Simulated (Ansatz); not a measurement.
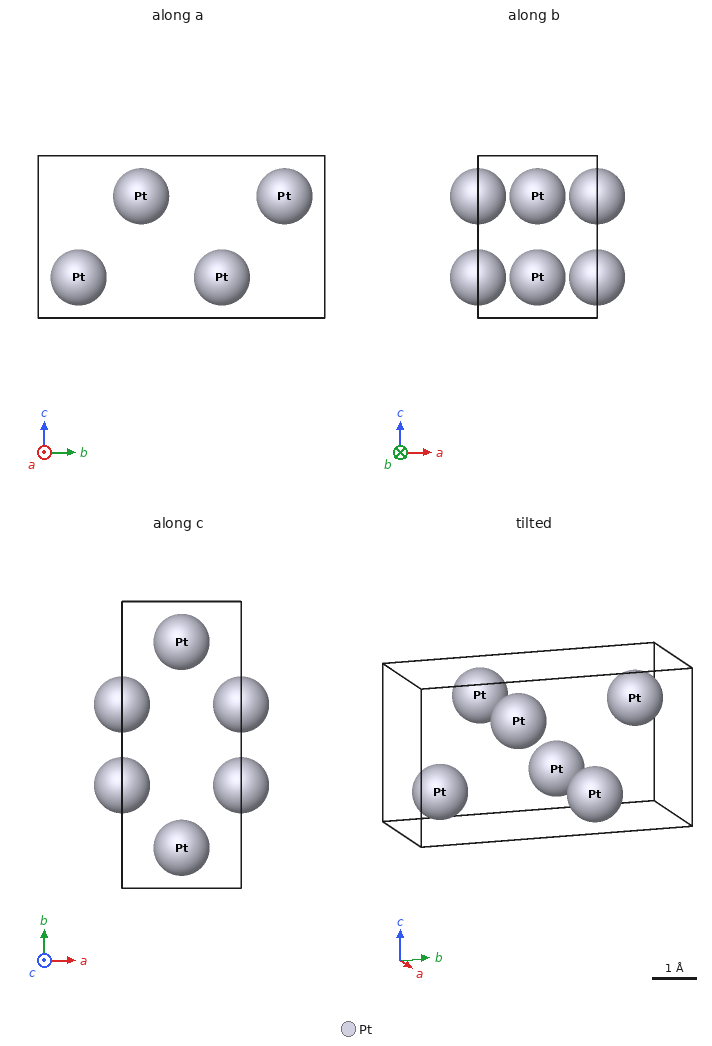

A spheres-only rendering, viewed along the a axis, along the b axis, along the c axis and slightly off an axis. The lines enclose the conventional unit cell; boundary atoms appear with their images.

Lattice parameters: a = 2.7303 Å, b = 6.5723 Å, c = 3.7226 Å, α = 90.000°, β = 90.000°, γ = 90.000°.

> Record the structure as a CIF with its space group and independent sites, with free fractional coordinates to two decimals.

```cif
data_structure
_symmetry_space_group_name_H-M 'C m c m'
_symmetry_Int_Tables_number 63
_cell_length_a 2.7303
_cell_length_b 6.5723
_cell_length_c 3.7226
_cell_angle_alpha 90.000
_cell_angle_beta 90.000
_cell_angle_gamma 90.000
_cell_volume 66.80
loop_
_atom_site_label
_atom_site_type_symbol
_atom_site_symmetry_multiplicity
_atom_site_Wyckoff_symbol
_atom_site_fract_x
_atom_site_fract_y
_atom_site_fract_z
_atom_site_occupancy
Pt1 Pt 4 c 0.50 0.14 0.25 1
```

The model was built from a structure type filled with this element by a generator (whether the element takes this form wasn't checked). Earlier steps of the study may have refined or changed the cell and positions. A calculation with Ansatz used it as input.
